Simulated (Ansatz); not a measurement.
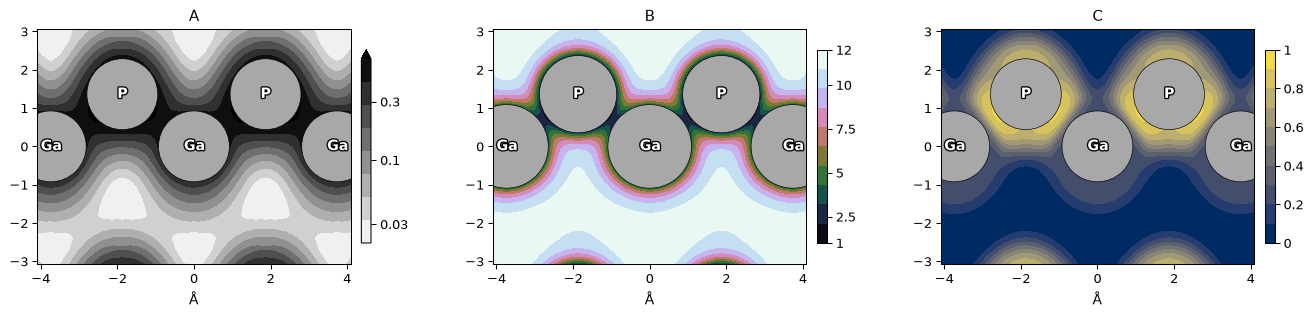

GaP: 3 fields on the (100) plane of the conventional cell, with unlabelled colour scales. Grey discs cover the atomic cores.

Space group I-4m2; changed on purpose from its base cell (equal xx and yy strain of -3 %, PAW files); computed pressure about 9 GPa in this cell.

The calculation used DFT, PBE, PAW with Ansatz's default frozen-core files, scalar-relativistic (Ansatz).

Which field does each panel show? The fields are: electron localisation function, electrostatic potential energy of an electron and valence pseudo-density.

Answer. Panel A: valence pseudo-density. Panel B: electrostatic potential energy of an electron (low next to the atoms, rising into the space between them). Panel C: electron localisation function. From the grid: Ga–P (2.31 Å): ρ is about 0.59 e/Å³ halfway; the ELF peaks at about 0.90 in the valence shell of P, 0.9 Å from its nucleus, and is about 0.75 at the midpoint.
